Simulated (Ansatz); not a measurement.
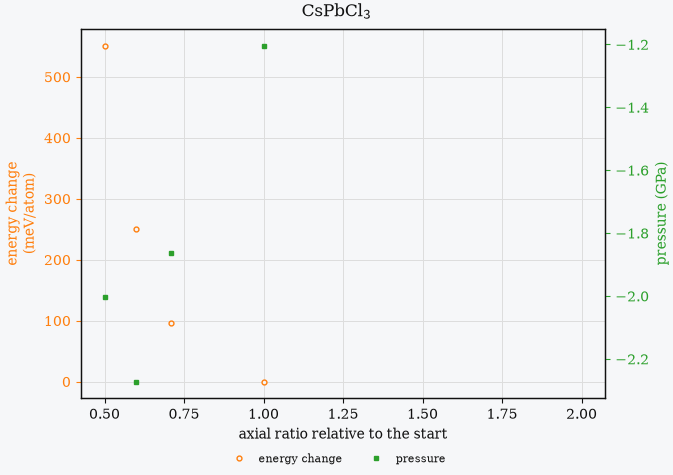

The picture above shows the energy change and pressure against relative axial ratio for CsPbCl₃, space group Pm-3m (No. 221).

Starting cell:
```xyz
5
Lattice="5.6050 0.0000 0.0000 0.0000 5.6050 0.0000 0.0000 0.0000 5.6050" Properties=species:S:1:pos:R:3 pbc="T T T"
Cs    0.0000    0.0000    0.0000
Pb    2.8025    2.8025    2.8025
Cl    0.0000    2.8025    2.8025
Cl    2.8025    0.0000    2.8025
Cl    2.8025    2.8025    0.0000
```

Method: deformation of a crystal at fixed volume, lengths along the axis scaled against those across it, fractional coordinates fixed, by plane-wave density functional theory with PAW datasets, free energies less that of the undisturbed cell, pressure positive in compression; scalar-relativistic (Ansatz 0.2.0). Level: LDA, no spin polarisation.

- wave cutoff: 420 eV
- k mesh: 6×6×6
- occupations: Gaussian
- smearing width: 0.05 eV
- k shift: (0, 0, 0) (mesh steps)
- start: as given
- path: trigonal
- axis direction: (0.5774, 0.5774, 0.5774) (Cartesian unit vector)

The points at relative axial ratio 1.41 and 2.00 are left out of the plot. What values does the calculation give there?

```csv
axial ratio relative to the start,energy change (meV/atom),pressure (GPa)
1.41,92,-1.660
2.00,597,0.249
```

Caveats: reference crystal is not relaxed.
